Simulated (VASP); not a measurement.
# ZnO (zincite): accuracy against cost in the PAW data sets and k-mesh, part 3 of 3

How sensitive are energy, pressure and forces of ZnO (zincite) to the PAW data sets and k-mesh? The series runs use PBE. The start is a cell from a database of measured crystal structures.

VASP 6.6.1, plane waves and PAW; the level of theory is named at each step.

So far. Step 13 (K-mesh: 9 9 5): Against the run before the energy moves by -0.21 meV an atom and the pressure by +0.08 GPa, after 15 cycles in 10 s.

**14. K-mesh: 12 12 7 (continued)**

Level of this step: PBE; plane waves and PAW (Zn, O) (VASP).

From OUTCAR (step 14):

```text
  Total        1.6204048      1.6204048      2.1495716      0.0000000      0.0000000      0.0000000
  in kB       54.5433536     54.5433536     72.3552801      0.0000000      0.0000000      0.0000000
  external PRESSURE =      60.4806624 kB  Pullay stress =       0.0000000 kB

 POSITION                                       TOTAL-FORCE (eV/Angst)
 -----------------------------------------------------------------------------------
     -0.00000      1.87599      2.60285        -0.000000      0.000000     -0.074987
      1.62465      0.93799      0.00000         0.000000      0.000000     -0.074987
      1.62465      0.93799      1.97302         0.000000      0.000000      0.074987
     -0.00000      1.87599      4.57587        -0.000000     -0.000000      0.074987
 -----------------------------------------------------------------------------------
    total drift:                               -0.000000     -0.000000     -0.000043

  FREE ENERGIE OF THE ION-ELECTRON SYSTEM (eV)
  ---------------------------------------------------
  free  energy   TOTEN  =       -17.8179733424 eV

  energy  without entropy=      -17.8179709804  energy(sigma->0) =      -17.81797216

[... 1 part as in an earlier step ...]

[... 2 further parts left out ...]
[key lines of the parts left out:]
E-fermi :   1.6555
```

Against the run before the energy moves by -0.07 meV an atom while the pressure stays within 0.01 GPa, after 15 cycles in 19 s.

**15. K-mesh: 14 14 8**

Input file INCAR:

```
SYSTEM = ZnO
PREC = Accurate
ENCUT = 520
EDIFF = 1E-06
NELM = 100
ISMEAR = -1
SIGMA = 0.05
LREAL = .FALSE.
ALGO = Normal
GGA = PE
NBANDS = 24
LORBIT = 11
LWAVE = .FALSE.
LCHARG = .FALSE.
KPAR = 4
ISIF = 2
```

Input file POSCAR:

```
ZnO
1.0
    3.2493080000      0.0000000000      0.0000000000
   -1.6246540000      2.8139832727      0.0000000000
    0.0000000000      0.0000000000      5.2057090000
Zn O
2 2
Direct
    0.3333333333      0.6666666667      0.5000000000
    0.6666666667      0.3333333333      0.0000000000
    0.6666666667      0.3333333333      0.3790100000
    0.3333333333      0.6666666667      0.8790100000
```

Input file KPOINTS:

```
Automatic mesh
0
Gamma
14 14 8
0 0 0
```

PAW data sets: Zn and O (PBE family, release 64).

Launch:

```sh
$ mpirun -np 4 vasp_std
```

The log of the run:

```text
[... set-up lines as in an earlier step ...]
 entering main loop
       N       E                     dE             d eps       ncg     rms          rms(c)
DAV:   1     0.286420072526E+03    0.28642E+03   -0.18574E+04  5808   0.219E+03
DAV:   2     0.726237830075E+01   -0.27916E+03   -0.26506E+03  6192   0.426E+02
DAV:   3    -0.206282306860E+02   -0.27891E+02   -0.27669E+02  6720   0.141E+02
DAV:   4    -0.210617602322E+02   -0.43353E+00   -0.43331E+00  6536   0.186E+01
[...]
DAV:  13    -0.178180033583E+02    0.36407E-05   -0.19535E-05  7560   0.902E-02    0.110E-02
DAV:  14    -0.178180023377E+02    0.10205E-05   -0.84434E-06  6752   0.360E-02    0.415E-03
DAV:  15    -0.178180018141E+02    0.52356E-06   -0.11483E-06  3712   0.109E-02
   1 F= -.17818002E+02 E0= -.17818001E+02  d E =-.186359E-05
```

It took 30 s on 4 MPI ranks of AMD EPYC 7R32 (Zen 2), shared host; peak memory 0.87 GiB.

Parts of OUTCAR (step 15):

```text
  Total        1.6211743      1.6211743      2.1503143      0.0000000      0.0000000      0.0000000
  in kB       54.5692545     54.5692545     72.3802795      0.0000000      0.0000000      0.0000000
  external PRESSURE =      60.5062628 kB  Pullay stress =       0.0000000 kB

 POSITION                                       TOTAL-FORCE (eV/Angst)
 -----------------------------------------------------------------------------------
     -0.00000      1.87599      2.60285         0.000000     -0.000000     -0.074974
      1.62465      0.93799      0.00000        -0.000000      0.000000     -0.074974
      1.62465      0.93799      1.97302         0.000000      0.000000      0.074974
     -0.00000      1.87599      4.57587        -0.000000      0.000000      0.074974
 -----------------------------------------------------------------------------------
    total drift:                               -0.000000     -0.000000     -0.000053

  FREE ENERGIE OF THE ION-ELECTRON SYSTEM (eV)
  ---------------------------------------------------
  free  energy   TOTEN  =       -17.8180018141 eV

  energy  without entropy=      -17.8179999506  energy(sigma->0) =      -17.81800088

[... 1 part as in an earlier step ...]

[... 2 further parts left out ...]
[key lines of the parts left out:]
E-fermi :   1.6655
```

Against the run before the energy moves by -0.01 meV an atom while the pressure stays within 0.01 GPa, after 15 cycles in 30 s.

**16. The k-mesh series as a table**

This step: convergence of PBE results with the mesh; plane waves and PAW (VASP 6.6.1).

No new run; the numbers come from the runs before.

Differences are taken from the run with 14 14 8. Results of the series, by row:

```
setting     status  energy less the reference (meV/atom)  pressure (GPa)  largest force difference (meV/Å)  gap (eV)  SCF cycles  wall time (s)
  2 2 2  converged                                 193.5           7.381                             139.6    0.6812          15            2.2
  3 3 2  converged                                 30.89           6.285                             18.15    0.7603          15            2.6
  4 4 3  converged                                 6.051           6.059                             3.899    0.7804          15              4
  5 5 3  converged                                  1.95           5.966                             0.066    0.7848          14            4.4
  7 7 4  converged                                0.2849           5.969                             0.227    0.7873          14              7
  9 9 5  converged                               0.07447           6.048                              0.11    0.7883          15           10.4
12 12 7  converged                               0.00718           6.048                             0.013    0.7885          15           19.2
14 14 8  converged                                     0           6.051                                 0    0.7885          15             30
```

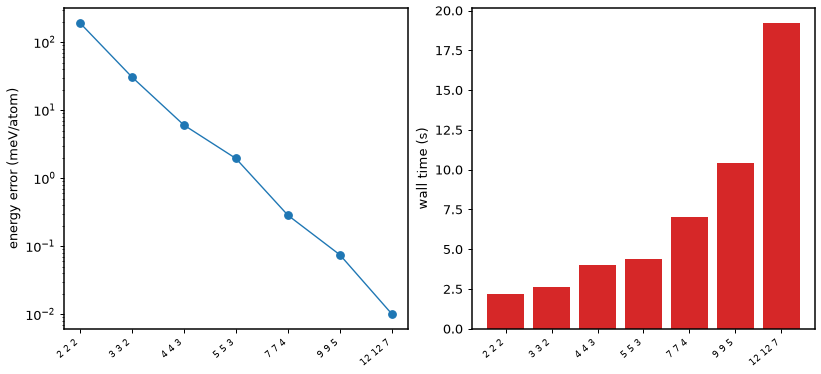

The energy error in size, against the reference run (errors under 0.01 are drawn at 0.01), and the wall time by setting.

**17. Summary of results**

| Item | Value |
| --- | --- |
| spread of the pressure over the PAW data sets | 3.23 GPa |
| k-mesh from which the energy stays within 10 meV/atom of the reference | 4 4 3 |
| k-mesh from which the energy stays within 1 meV/atom of the reference | 7 7 4 |
| k-mesh from which the pressure stays within 0.2 GPa of the reference | 4 4 3 |
| spread of the pressure over the k-mesh | 1.42 GPa |
| spread of the energy over the k-mesh | 193 meV/atom |

**Reading.** The choice of data set moves the pressure between 2.87 GPa (gw 64: Zn_sv_GW O_GW) and 6.09 GPa (hard 64: Zn O_h); the cutoffs differ too (1000, 400, 520 and 540 eV). The gap moves by up to 0.02 eV. From 7 7 4 on, the energy stays within 1 meV an atom of the reference, at 23 % of its time. The pressure holds within 0.2 GPa from 4 4 3 on. Differences are taken from the run with 14 14 8, which is itself not the exact limit. Data sets differ in their zero of energy, so energies are not compared. The runs at 2 2 2; 3 3 2 are over 30 meV an atom or 2 GPa off and describe the material poorly.

[Lines on the potential files, build, host, timing and source positions are cut from VASP's logs without a mark.]

[Logs are printed without paths, hosts, clocks, repeated set-up lines and the standing remarks that a program may print on its own settings, such as how far it seeks lower states.]

[Hosts, paths, dates, database ids (printed as entryN), source tags and the programs' standing remarks are cut or masked in the printed files.]

[A measured line is paired with the nearest computed mode of its activity, which favours agreement.]
